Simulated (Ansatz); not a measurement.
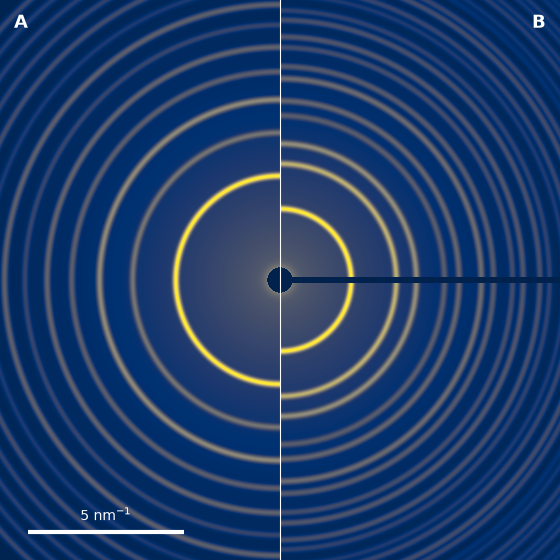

Simulated electron diffraction rings at 200 kV (λ = 0.0251 Å), scale in nm⁻¹ (radius = 1/d), for a fine-grained powder without texture. Kinematic intensities with B = 1.0 Å² for all atoms, without multiple scattering; brightness goes as intensity to the power 0.4, clipped at the top. Reflections closer than the ring width show as one ring. The left and right halves show two different samples, each scaled to its strongest ring.

Structure 1:
Space group Fd-3m:1 (No. 227). a = 7.570 Å, b = 7.570 Å, c = 7.570 Å, α = 90.00°, β = 90.00°, γ = 90.00°
```csv
atom,site,symmetry,x,y,z
Na,8b,-43m,0.2500,0.2500,0.7500
```

Structure 2:
Space group Im-3m (No. 229). a = 4.225 Å, b = 4.225 Å, c = 4.225 Å, α = 90.00°, β = 90.00°, γ = 90.00°
| atom | site | symmetry | x | y | z |
| --- | --- | --- | --- | --- | --- |
| Na | 2a | m-3m | 0.0000 | 0.0000 | 0.0000 |

Origins: 1, the geometry relaxed with Ansatz, DFT, PBE, plane waves (420 eV) with PAW, scalar-relativistic; the starting structure was generated, so it need not be a known form of this composition; 2, the input geometry of an electronic-structure calculation (not necessarily at equilibrium).

Which structure gives which half?

Answer. Half A is structure 2 (Na): 110 at 3.35 nm⁻¹ (d = 2.99 Å), 200 at 4.73 nm⁻¹ (d = 2.11 Å), 211 at 5.80 nm⁻¹ (d = 1.725 Å), 220 at 6.69 nm⁻¹ (d = 1.494 Å).
Half B is structure 1 (Na): 111 at 2.29 nm⁻¹ (d = 4.37 Å), 220 at 3.74 nm⁻¹ (d = 2.68 Å), 311 at 4.38 nm⁻¹ (d = 2.28 Å), 400 at 5.28 nm⁻¹ (d = 1.893 Å).
